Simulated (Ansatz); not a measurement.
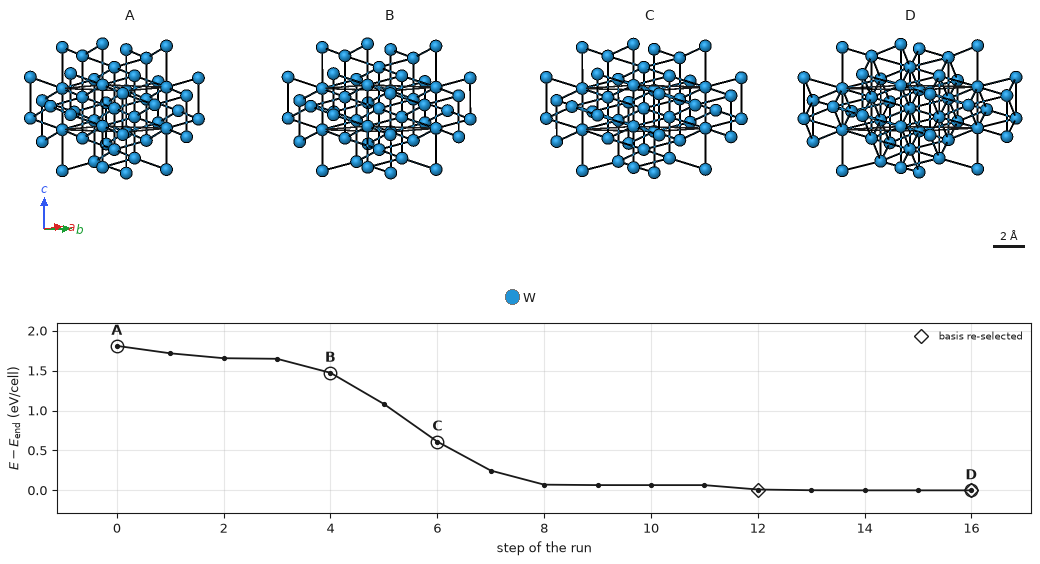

Frames of a relaxation of crystalline W (a generated structure, set up in I4_1/amd), marked on the history of the run. A ball-and-stick model of the conventional cell (2 times the calculation's cell), seen from a free direction. Lengths and directions refer to the drawn axes.

Phase: beta-Sn type.

All numbers below come from DFT, RPBE, plane waves (420 eV) with PAW, scalar-relativistic in Ansatz. Settings: plane-wave cutoff 420 eV; k-point mesh 13 × 13 × 9; occupations fermi dirac; smearing width 0.1 eV; no spin polarisation; cell and atoms relaxed; force threshold 0.01 eV/Å; at most 60 steps.

Question: What happens along the run?

Answer: No atom moves by more than 0.005 Å relative to the cell. The volume changes by +0.3 %, with a = b 4.958 → 5.299 Å (+6.9 %), c unchanged at 2.707 Å, γ 90.0° → 61.4°. Near-neighbour distances that change, for instance: W–W 3.758 → 3.026 Å, W–W 2.570 → 2.734 Å, W–W 3.205 → 3.338 Å. New bonds form: W–W (3.76 → 3.03 Å). Bond angles that change, for instance: W–W–W 94.0° → 67.2°, W–W–W 94.0° → 120.6°. The space group (tolerance 0.01 Å) goes from I4_1/amd (No. 141) to Fddd (No. 70). After 14 accepted moves (16 points after the start) the energy has fallen by 1.810 eV per cell of the calculation. The largest force component goes from 0.00044 to under 0.0001 eV/Å. Pressure: 18.53 GPa at the start and 0.00 GPa at the end. The SCF was repeated twice at an unchanged geometry on a basis and grid sized afresh for the cell, which shifted the energy by 55.0 meV per cell of the calculation at most. The run took 100 s on 2 threads of Intel(R) Xeon(R) Platinum 8259CL CPU @ 2.50GHz (Skylake/Cascade Lake) (shared host), peak memory 0.58 GiB. From step 0 to 4: volume +6.5 %, energy −0.338 eV per cell of the calculation. From step 4 to 6: volume −2.9 %, energy −0.862 eV per cell of the calculation. From step 6 to 16: volume −3.0 %, energy −0.611 eV per cell of the calculation.

```json
{"step": "0", "E − E(0), meV/atom": "0.00", "largest force component, eV/Å": "0.0004", "pressure, GPa": "18.53", "volume, Å³/atom": "16.640", "note": ""}
{"step": "1", "E − E(0), meV/atom": "-46.63", "largest force component, eV/Å": "0.0028", "pressure, GPa": "-9.97", "volume, Å³/atom": "18.786", "note": ""}
{"step": "2", "E − E(0), meV/atom": "-77.31", "largest force component, eV/Å": "0.0032", "pressure, GPa": "-1.46", "volume, Å³/atom": "17.993", "note": ""}
{"step": "3", "E − E(0), meV/atom": "-81.04", "largest force component, eV/Å": "0.0050", "pressure, GPa": "0.39", "volume, Å³/atom": "17.841", "note": ""}
{"step": "4", "E − E(0), meV/atom": "-168.80", "largest force component, eV/Å": "0.0101", "pressure, GPa": "0.67", "volume, Å³/atom": "17.714", "note": ""}
{"step": "5", "E − E(0), meV/atom": "-364.11", "largest force component, eV/Å": "0.0127", "pressure, GPa": "0.08", "volume, Å³/atom": "17.502", "note": ""}
{"step": "6", "E − E(0), meV/atom": "-599.84", "largest force component, eV/Å": "0.0009", "pressure, GPa": "-0.37", "volume, Å³/atom": "17.196", "note": ""}
{"step": "7", "E − E(0), meV/atom": "-781.21", "largest force component, eV/Å": "0.0023", "pressure, GPa": "2.33", "volume, Å³/atom": "16.735", "note": ""}
{"step": "8", "E − E(0), meV/atom": "-869.50", "largest force component, eV/Å": "0.0000", "pressure, GPa": "1.37", "volume, Å³/atom": "16.539", "note": ""}
{"step": "9", "E − E(0), meV/atom": "-872.32", "largest force component, eV/Å": "0.0026", "pressure, GPa": "-0.14", "volume, Å³/atom": "16.585", "note": ""}
{"step": "10", "E − E(0), meV/atom": "-872.41", "largest force component, eV/Å": "0.0010", "pressure, GPa": "0.01", "volume, Å³/atom": "16.577", "note": ""}
{"step": "11", "E − E(0), meV/atom": "-872.41", "largest force component, eV/Å": "0.0002", "pressure, GPa": "-0.01", "volume, Å³/atom": "16.578", "note": ""}
{"step": "12", "E − E(0), meV/atom": "-899.89", "largest force component, eV/Å": "0.0003", "pressure, GPa": "2.27", "volume, Å³/atom": "16.578", "note": "same geometry, new basis"}
{"step": "13", "E − E(0), meV/atom": "-904.46", "largest force component, eV/Å": "0.0244", "pressure, GPa": "0.68", "volume, Å³/atom": "16.653", "note": ""}
{"step": "14", "E − E(0), meV/atom": "-905.14", "largest force component, eV/Å": "0.0009", "pressure, GPa": "-0.05", "volume, Å³/atom": "16.690", "note": ""}
{"step": "15", "E − E(0), meV/atom": "-905.15", "largest force component, eV/Å": "0.0000", "pressure, GPa": "0.00", "volume, Å³/atom": "16.687", "note": ""}
{"step": "16", "E − E(0), meV/atom": "-905.20", "largest force component, eV/Å": "0.0000", "pressure, GPa": "0.00", "volume, Å³/atom": "16.687", "note": "same geometry, new basis"}
```
